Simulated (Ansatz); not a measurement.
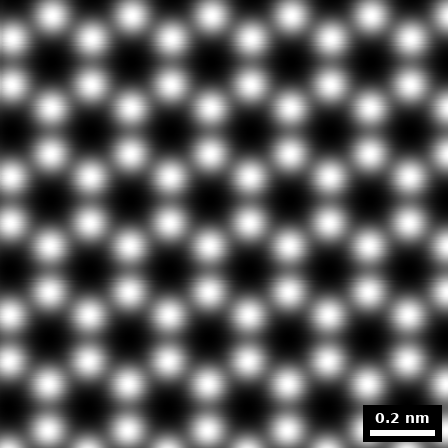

An image along [001] of one of the structures below (computed or model cells, partly hypothetical, each in its standard cell). The image is simulated as a sum over atoms of Z^1.7, blurred by a 0.88 Å probe (no channelling). The probe carries 25 % of its weight in a tail 2.5 times as wide. The display is stretched by a gamma of 0.8; percentages refer to the linear signal. A slight drift was added.

A. Rh
Space group Fm-3m (No. 225). a = 3.831 Å, b = 3.831 Å, c = 3.831 Å, α = 90.00°, β = 90.00°, γ = 90.00°
```tsv
atom	site	symmetry	x	y	z
Rh	4a	m-3m	0.0000	0.0000	0.0000
```

B. Co
Space group Fm-3m (No. 225). a = 3.520 Å, b = 3.520 Å, c = 3.520 Å, α = 90.00°, β = 90.00°, γ = 90.00°
```
atom  site  symmetry       x       y       z
  Co    4a      m-3m  0.0000  0.0000  0.0000
```

C. Mo
Space group Im-3m (No. 229). a = 3.150 Å, b = 3.150 Å, c = 3.150 Å, α = 90.00°, β = 90.00°, γ = 90.00°
| atom | site | symmetry | x | y | z |
| --- | --- | --- | --- | --- | --- |
| Mo | 2a | m-3m | 0.0000 | 0.0000 | 0.0000 |

D. Co
Space group P6_3/mmc (No. 194). a = 2.493 Å, b = 2.493 Å, c = 4.047 Å, α = 90.00°, β = 90.00°, γ = 120.00°
```json
{"atom": "Co", "site": "2d", "symmetry": "-6m2", "x": "0.3333", "y": "0.6667", "z": "0.7500"}
```

Which of them gives this image?

D, Co. Along [001] the projected cells are A 1.92 × 1.92 Å, 90°; B 1.76 × 1.76 Å, 90°; C 2.23 × 2.23 Å, 90°; D 2.49 × 2.49 Å, 120°. The image repeats as D does.

Structure D: the end point of a relaxation at fixed volume with DFT r2SCAN, scalar-relativistic, plane waves, PAW (Ansatz).
